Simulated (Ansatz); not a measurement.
## Single-point calculation, with input and output: CuI$_{2}$ (part 1 of 2)

- system: CuI$_{2}$ (6 atoms in the cell)
- method: DFT PBEsol+U, scalar-relativistic, plane waves, PAW, Ueff = 1 eV on Cu atom 1 d; Ueff = 1 eV on Cu atom 4 d, spin-polarised (Ansatz 0.2.0)

The structure was built on a prototype by a generator; it need not be a known phase. It belongs to a series of runs on one base structure; here: antiferromagnetic start, free. Figures and captions count atoms from 1; the log counts them from 0 in places.

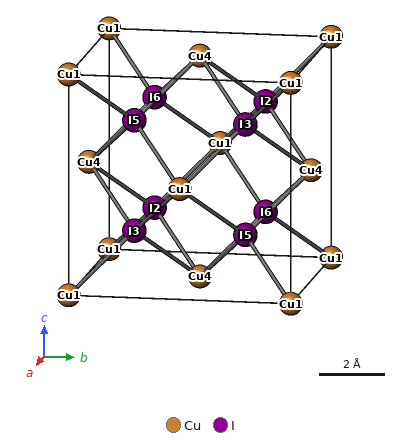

*The input geometry (ball-and-stick view of the cell 2 times as large as that of the calculation, set on its symmetry axes, seen slightly off an axis; atoms are numbered from 1 in the order of the input). An atom can appear more than once, as a periodic image.*

Near neighbours in the periodic cell (some may lie outside the picture): Cu has 8 I at 3.04 Å; I has 4 Cu at 3.04 Å.

**The input**
```yaml
crystal:
  lattice:
    - [0.0, 3.51125506, 3.51125506]
    - [7.02251012, 3.51125506, 3.51125506]
    - [7.02251012, 7.02251012, 0.0]
  atoms:
    - { symbol: Cu, position: [0.0, 0.0, 0.0], spin: 1.0 }
    - { symbol: I, position: [0.25, 0.25, 0.0] }
    - { symbol: I, position: [0.75, 0.75, 0.0] }
    - { symbol: Cu, position: [0.0, 0.0, 0.5], spin: -1.0 }
    - { symbol: I, position: [0.25, 0.25, 0.5] }
    - { symbol: I, position: [0.75, 0.75, 0.5] }
basis:
  ecutwfc: 420
  ecutrho_ratio: 4
kpoints:
  mp_grid: { grid: [5, 5, 5] }
hamiltonian:
  xc: pbesol
  hubbard:
    sites:
      - { site: 0, l: d, u_eff: 1.0, starting_ns: [{ spin: up, occupation_matrix: s0up }, { spin: down, occupation_matrix: s0down }] }
      - { site: 3, l: d, u_eff: 1.0, starting_ns: [{ spin: up, occupation_matrix: s3up }, { spin: down, occupation_matrix: s3down }] }
    occupation_matrices:
      s0up:
        matrix:
          - [0.97, 0.0, 0.0, 0.0, 0.0]
          - [0.0, 0.97, 0.0, 0.0, 0.0]
          - [0.0, 0.0, 0.97, 0.0, 0.0]
          - [0.0, 0.0, 0.0, 0.97, 0.0]
          - [0.0, 0.0, 0.0, 0.0, 0.97]
      s0down:
        matrix:
          - [0.97, 0.0, 0.0, 0.0, 0.0]
          - [0.0, 0.97, 0.0, 0.0, 0.0]
          - [0.0, 0.0, 0.02, 0.0, 0.0]
          - [0.0, 0.0, 0.0, 0.97, 0.0]
          - [0.0, 0.0, 0.0, 0.0, 0.97]
      s3up:
        matrix:
          - [0.97, 0.0, 0.0, 0.0, 0.0]
          - [0.0, 0.97, 0.0, 0.0, 0.0]
          - [0.0, 0.0, 0.02, 0.0, 0.0]
          - [0.0, 0.0, 0.0, 0.97, 0.0]
          - [0.0, 0.0, 0.0, 0.0, 0.97]
      s3down:
        matrix:
          - [0.97, 0.0, 0.0, 0.0, 0.0]
          - [0.0, 0.97, 0.0, 0.0, 0.0]
          - [0.0, 0.0, 0.97, 0.0, 0.0]
          - [0.0, 0.0, 0.0, 0.97, 0.0]
          - [0.0, 0.0, 0.0, 0.0, 0.97]
    ns_hold: { iters: 8 }
scf:
  occupations: { method: gaussian, width: 0.05 }
  lower_state_search: "off"
  max_iter: 150
output:
  forces: true
  stress: true
  eigenvalues: true
  populations: true
  hubbard: { sites: [{ site: 0, l: d }, { site: 3, l: d }] }
  write_density: true
  write_potential: true
  elf: true
  volumetric_format: npy
magnetization:
  spin_polarized: true
```

Hardware: 4 threads of Arm Neoverse V2, 24 GiB of memory available, shared host.

Command:
```bash
ansatz run input.yaml --threads 4 --pin off --max-ram 6144MiB --backend cpu --events-out ev --progress --plain --runs-dir out
```

**Output**
```
basis.fft_grid_basis auto: the FFT boxes are laid along the combinations [[1, 0, 0], [-1, 1, 0], [0, -1, 1]] of the cell's own vectors, 4.966, 7.023 and 4.966 Å long. The dense box has 36×48×36 points. Along the cell's own vectors, as sized, it would have 36×60×72, 2.50 times as many. basis.fft_grid_basis: typed keeps the cell's own vectors: state it where this run's energies or levels are differenced outside the engine with another run's, or held beside a run that keeps those vectors. Those combinations have planes normal to reciprocal vector 3, as the cell's own vectors have. Each planar average written beside output.write_density, output.write_potential has a row for each plane of the box: 36. The volumetric files lie along those combinations, not along the cell's own vectors: a cube or XSF file states them, and fields.json those of NumPy files.
Cu: projections on atomic orbitals take those of the free atom [Ne] 3s2 3p6 3d10 4s1, of charge +0.00 (hamiltonian.pseudopotentials.projection_atoms); the dataset's partial waves leave at most 2.0e-6 of an orbital's norm unspanned inside its sphere
I: projections on atomic orbitals take those of the free atom [Kr] 4d10 5s2 5p5, of charge +0.00 (hamiltonian.pseudopotentials.projection_atoms); the dataset's partial waves leave at most 9.4e-6 of an orbital's norm unspanned inside its sphere
Engine: ansatz 0.2.0, aarch64-unknown-linux-gnu
Pseudopotentials: kind: paw
Pseudopotential: Cu, paw, valence charge 19, recommended cutoff 420 eV (normal), Cu.paw.azcp
Pseudopotential: I, paw, valence charge 17, recommended cutoff 420 eV (normal), I.paw.azcp
Functional definition: PBEsol
  exchange = pbesol_x
  correlation = pbesol_c
Crystal: 6 atoms, lattice volume = 173.160 Å³
Basis set: ecut = 420 eV, 3379 PW (Γ), FFT grids on a1, −a1+a2, −a2+a3, exchange–correlation on 72×96×72 points (8 copies of the dense FFT grid, shifted against one another)
Bands: 65, of which v1, the nominal top of the filled ones, is band 53 counted from 1 (52 counted from 0)
Symmetry: 16 space group operations
Space group: P4/mmm (ITA 123), of the structure as read, at distance tolerance 5.6e-5 Å
Magnetic group: BNS 123.350 (UNI 1010), of the structure as read, at distance tolerance 5.6e-5 Å
k-points: 18 of 125
Non-local potential: Cu, projectors of the file, l = 0: 3, l = 1: 2, l = 2: 3, l = 3: 1
Non-local potential: I, projectors of the file, l = 0: 2, l = 1: 2, l = 2: 2, l = 3: 2
PAW form: soft (Blöchl's): semilocal exchange-correlation on the pseudo side does not see the compensation charge
PAW frozen core: Cu, regenerated for the run's functional, and the local potential with it (the file was generated under x = pbe(κ = 0.804, μ = 0.2195149727645171), c = pbe(β = 0.06672455060314922))
PAW frozen core: I, regenerated for the run's functional, and the local potential with it (the file was generated under x = pbe(κ = 0.804, μ = 0.2195149727645171), c = pbe(β = 0.06672455060314922))
PAW one-centre angular grid: Cu, 590 points (default); XC on 64 Gauss nodes
PAW one-centre angular grid: I, 590 points (default); XC on 64 Gauss nodes
Initial density: superposition of atomic densities (chi_scale 0.1, normalization cell, long waves kept (reshape's long-wave potential 0.00 eV rms))
Starting moments: Σ|m| = 2 μB on 2 of 6 sites
Starting magnetic order: antiferromagnet; a translation exchanges its spin sublattices: spin-degenerate at every k-point
Initial wavefunctions: pseudopotential atomic-orbital guess
Functional: x = pbesol(κ = 0.804, μ = 0.12345679012345678), c = pbesol(β = 0.046)
iter 1 solved again at ethr=2.27e-3 eV; its pass at ethr=3.10e-3 eV (dr2=2.41e0 eV) is discarded
SCF iter   1: F=—  HF=-42903.681012 eV  |F-HF|=—  |Δ(HF+E_count)|=         —  Δρ=5.06e-2 (↑5.06e-2 ↓5.06e-2)  dr2=2.43e0  dr2_m=3.65e0  M=0.000 μB ∫|m|=0.236 μB  β_m=0.30  ethr=2.27e-3  ⟨swp⟩=2.4  Hψ=6068  notcnv=0
preconditioner: auto → Resta (q_TF=auto, 2.514 Å⁻¹)  ε∞=5.5  [insulator: Δε(μ)=0.079 eV  Ē_g=9.421 eV  σ=0.050 eV  W_gap=0.59  n_scr=36 (ndim 8)  ℏωp=20.0 eV  f_vac=0.085  D(μ)=4.55/eV (n_scr^D=28)  ε∞_Penn≈5.5]
spin=Collinear: Resta preconditioning applied to the charge; magnetization (m = ρ↑ − ρ↓) channel mixes plain (no charge-response kernel on spin).
SCF iter   2: F=—  HF=-42903.403480 eV  |F-HF|=—  |Δ(HF+E_count)|=   2.78e-1  Δρ=3.33e-2 (↑3.33e-2 ↓3.33e-2)  dr2=5.62e-1  dr2_m=1.65e0  M=0.000 μB ∫|m|=0.300 μB  β_m=0.30  ethr=2.27e-3  ⟨swp⟩=2.9  Hψ=1689  notcnv=0  defer=8
preconditioner: auto → Kerker (q_TF=auto, 2.514 Å⁻¹)  [metal: Δε(μ)=0.027 eV  Ē_g=9.158 eV  σ=0.050 eV  W_gap=0.29  n_scr=36 (ndim 8)  ℏωp=20.0 eV  f_vac=0.086  D(μ)=4.78/eV (n_scr^D=36)]
spin=Collinear: Kerker preconditioning applied to the charge; magnetization (m = ρ↑ − ρ↓) channel mixes plain (no charge-response kernel on spin).
SCF iter   3: F=—  HF=-42903.355122 eV  |F-HF|=—  |Δ(HF+E_count)|=   4.84e-2  Δρ=2.43e-2 (↑2.43e-2 ↓2.43e-2)  dr2=2.44e-1  dr2_m=9.01e-1  M=0.000 μB ∫|m|=0.258 μB  β_m=0.30  ethr=5.30e-4  ⟨swp⟩=2.0  Hψ=1713  notcnv=0  defer=109
SCF iter   4: F=—  HF=-42903.365187 eV  |F-HF|=—  |Δ(HF+E_count)|=   1.01e-2  Δρ=1.57e-2 (↑1.57e-2 ↓1.57e-2)  dr2=1.22e-1  dr2_m=3.59e-1  M=0.000 μB ∫|m|=0.323 μB  β_m=0.30  ethr=2.30e-4  ⟨swp⟩=4.0  Hψ=2086  notcnv=0  defer=109
SCF iter   5: F=—  HF=-42903.377727 eV  |F-HF|=—  |Δ(HF+E_count)|=   1.25e-2  Δρ=1.30e-2 (↑1.30e-2 ↓1.30e-2)  dr2=1.18e-2  dr2_m=2.66e-1  M=0.000 μB ∫|m|=0.234 μB  β_m=0.30  ethr=1.15e-4  ⟨swp⟩=2.0  Hψ=1689  notcnv=0  defer=109
SCF iter   6: F=—  HF=-42903.385519 eV  |F-HF|=—  |Δ(HF+E_count)|=   7.79e-3  Δρ=9.71e-3 (↑9.71e-3 ↓9.71e-3)  dr2=7.50e-3  dr2_m=1.46e-1  M=0.000 μB ∫|m|=0.214 μB  β_m=0.30  ethr=1.12e-5  ⟨swp⟩=2.0  Hψ=2027  notcnv=0  defer=109
SCF iter   7: F=—  HF=-42903.397653 eV  |F-HF|=—  |Δ(HF+E_count)|=   1.21e-2  Δρ=7.89e-3 (↑7.89e-3 ↓7.89e-3)  dr2=3.06e-2  dr2_m=8.89e-2  M=0.000 μB ∫|m|=0.185 μB  β_m=0.30  ethr=7.07e-6  ⟨swp⟩=2.0  Hψ=1300  notcnv=0  defer=109
SCF iter   8: F=—  HF=-42903.403405 eV  |F-HF|=—  |Δ(HF+E_count)|=   5.75e-3  Δρ=5.81e-3 (↑5.81e-3 ↓5.81e-3)  dr2=1.68e-2  dr2_m=4.90e-2  M=0.000 μB ∫|m|=0.172 μB  β_m=0.30  ethr=7.07e-6  ⟨swp⟩=2.0  Hψ=1490  notcnv=0  defer=109
Mixer restart at iter 8: flushing history
spin-set hold released at iteration 8 (site moments contracting): the magnetisation degrees of freedom join the quasi-Newton model from the next iteration; the mixer history was flushed
SCF iter   9: F=—  HF=-42903.404478 eV  |F-HF|=—  |Δ(HF+E_count)|=   1.07e-3  Δρ=3.99e-3 (↑3.99e-3 ↓3.99e-3)  dr2=1.56e-3  dr2_m=2.51e-2  M=0.000 μB ∫|m|=0.168 μB  β_m=0.30  ethr=7.07e-6  ⟨swp⟩=2.0  Hψ=1333  notcnv=0  defer=109
Mixer restart at iter 9: flushing history
SCF iter  10: F=—  HF=-42903.703676 eV  |F-HF|=—  |Δ(HF+E_count)|=         —  Δρ=4.16e-3 (↑4.16e-3 ↓4.16e-3)  dr2=7.36e-3  dr2_m=2.60e-2  M=0.000 μB ∫|m|=0.135 μB  β_m=0.30  ethr=1.47e-6  ⟨swp⟩=2.0  Hψ=1386  notcnv=0  defer=109
SCF iter  11: F=—  HF=-42904.006125 eV  |F-HF|=—  |Δ(HF+E_count)|=   3.02e-1  Δρ=3.70e-3 (↑3.70e-3 ↓3.70e-3)  dr2=6.52e-3  dr2_m=2.05e-2  M=0.000 μB ∫|m|=0.103 μB  β_m=0.65  ethr=1.47e-6  ⟨swp⟩=2.0  Hψ=1379  notcnv=0  defer=109
SCF iter  12: F=—  HF=-42904.311343 eV  |F-HF|=—  |Δ(HF+E_count)|=   3.05e-1  Δρ=8.75e-4 (↑8.75e-4 ↓8.75e-4)  dr2=1.25e-3  dr2_m=5.59e-4  M=0.000 μB ∫|m|=0.017 μB  β_m=0.73  ethr=1.47e-6  ⟨swp⟩=2.6  Hψ=2207  notcnv=0  defer=109
SCF iter  13: F=—  HF=-42904.312926 eV  |F-HF|=—  |Δ(HF+E_count)|=   1.58e-3  Δρ=9.20e-4 (↑9.20e-4 ↓9.20e-4)  dr2=3.73e-3  dr2_m=1.30e-4  M=0.000 μB ∫|m|=0.009 μB  β_m=0.57  ethr=1.18e-6  ⟨swp⟩=2.0  Hψ=2239  notcnv=0  defer=109
SCF iter  14: F=—  HF=-42904.311960 eV  |F-HF|=—  |Δ(HF+E_count)|=   9.66e-4  Δρ=3.57e-4 (↑3.57e-4 ↓3.57e-4)  dr2=3.31e-4  dr2_m=6.47e-5  M=0.000 μB ∫|m|=0.007 μB  β_m=0.71  ethr=1.18e-6  ⟨swp⟩=2.0  Hψ=2041  notcnv=0  defer=109
SCF iter  15: F=—  HF=-42904.311999 eV  |F-HF|=—  |Δ(HF+E_count)|=   3.88e-5  Δρ=9.11e-5 (↑9.11e-5 ↓9.11e-5)  dr2=5.06e-5  dr2_m=3.50e-7  M=0.000 μB ∫|m|=0.001 μB  β_m=0.77  ethr=3.13e-7  ⟨swp⟩=2.0  Hψ=1316  notcnv=0  defer=109
SCF iter  16: F=—  HF=-42904.312007 eV  |F-HF|=—  |Δ(HF+E_count)|=   8.15e-6  Δρ=3.43e-5 (↑3.43e-5 ↓3.43e-5)  dr2=1.36e-5  dr2_m=2.10e-8  M=0.000 μB ∫|m|=0.000 μB  β_m=0.88  ethr=4.77e-8  ⟨swp⟩=2.0  Hψ=1347  notcnv=0  defer=109
SCF iter  17: F=—  HF=-42904.312018 eV  |F-HF|=—  |Δ(HF+E_count)|=   1.10e-5  Δρ=1.17e-5 (↑1.17e-5 ↓1.17e-5)  dr2=2.74e-6  dr2_m=5.75e-9  M=0.000 μB ∫|m|=0.000 μB  β_m=0.86  ethr=1.29e-8  ⟨swp⟩=2.0  Hψ=1390  notcnv=0  defer=109
SCF iter  18: F=—  HF=-42904.312022 eV  |F-HF|=—  |Δ(HF+E_count)|=   3.96e-6  Δρ=1.03e-5 (↑1.03e-5 ↓1.03e-5)  dr2=5.89e-7  dr2_m=1.02e-8  M=0.000 μB ∫|m|=0.000 μB  β_m=0.93  ethr=2.59e-9  ⟨swp⟩=2.0  Hψ=1505  notcnv=0  defer=109
iter 19 did not close the SCF: its close was put off for a magnetic moment that had not settled (scf_convergence_deferred on its scf_iter line)
SCF iter  19: F=-42904.312022 eV  HF=-42904.312022 eV  |F-HF|=2.21e-8  |Δ(HF+E_count)|=   5.16e-7  Δρ=1.28e-6 (↑1.28e-6 ↓1.28e-6)  dr2=1.43e-8  dr2_m=5.54e-10  M=0.000 μB ∫|m|=0.000 μB  β_m=0.96  ethr=9.43e-11  ⟨swp⟩=14.1  Hψ=8590  notcnv=0
SCF iter  20: F=-42904.312022 eV  HF=-42904.312022 eV  |F-HF|=2.47e-9  |Δ(HF+E_count)|=   2.77e-8  Δρ=5.56e-7 (↑5.56e-7 ↓5.56e-7)  dr2=2.31e-9  dr2_m=1.11e-11  M=0.000 μB ∫|m|=0.000 μB  ethr=1.35e-11  ⟨swp⟩=5.7  Hψ=5900  notcnv=0
WARN: the starting moments were not kept: the SCF closed with an absolute magnetisation of 7.4e-6 μB, where they sum to 2 μB in size (2 sites). That is at most 0.1 of that sum. Measured as dr2_m measures the in/out step, that magnetisation stands 3.4e-12 eV from none, at or under the dr2_threshold of 1.0e-7 eV: it is no larger than a step whose dr2_m would equal this threshold. The system may hold no moment; this SCF shows only that its start led to no more than that. To try another start: raise the starting moments (crystal.atoms[].spin, magnetization.per_species, magnetization.initial_magnetization, or on a non-collinear deck that types none of these the spinor_matrix: blocks that start its atoms; where the total moment is fixed, keep their sum and leave initial_magnetization as it is; typed ones take the place of any that the run laid by itself, positive ones on a crystal's lanthanoids without a Hubbard term where scf.initial_density.shell_occupations: [] is typed) or, if the notice of its spin-set hold's release reads "site moments contracting" or "site moments show no strong build", lengthen the hold (scf.mixing.spin_hold: { on: { confirm: 4 } }; for m-r²SCAN on two components see the key's manual first). Each may lead to a state that holds a moment. A second SCF, from the converged charge density, with the starting moments and any scf.initial_density.shell_occupations laid on it anew, would have followed, and was not run: the deck does not ask for one (magnetization.retry_lost_moments is false, the default). To let it run, set magnetization.retry_lost_moments: true and run the deck again, where that key's refused combinations let it; where memory then withholds it, that run's warning says so.
WARN: hamiltonian.hubbard: on 2 of 4 specified blocks the occupation matrix of this SCF's result fails the test of the specified filling. At site 0 ↓ (sites count from 0 in the list of atoms of the cell that this SCF solves) the least filled combination of the orbitals specified full has occupation 0.982, and the fullest combination of the orbitals specified empty has occupation 0.982; the filling counts as kept where the first is at least 0.75 and exceeds the second by more than 0.25. The same holds at site 3 ↑. The state of this SCF's result may not hold the specified filling, though these bounds can also misjudge a state that does. This warning does not say which state is lower in energy, or whether the specified filling is a self-consistent state at all; see hamiltonian.hubbard.sites[].starting_ns, Limitations, and scf.initial_density.shell_occupations in the input reference
SCF 1 converged in 20 iterations: F = -42904.312022 eV  dr2 = 2.31e-9
  greatest PAW one-centre occupation: 1.000 electrons in one spin orbital (limit 2), on the Cu atom at site 3 (counted from 0), in its partial waves of l = 0
```

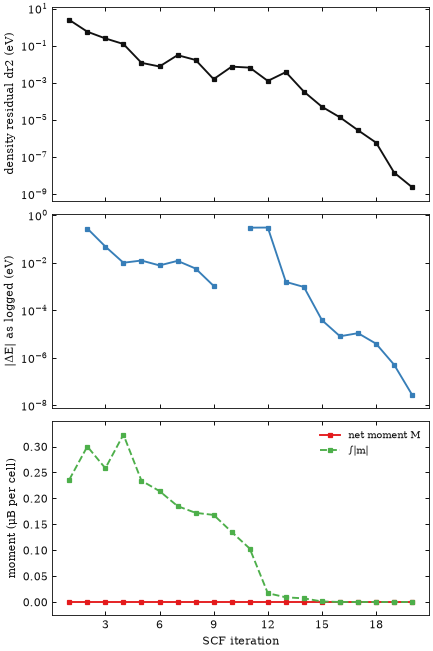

*Convergence of the self-consistent field: density residual dr2, size of the energy change and magnetic moment against the SCF iteration.*

The residual falls unevenly and jumps up by a factor of two or more 3 times on the way down. The net moment stays at 0.0 μB per cell, and ∫|m| falls to zero.
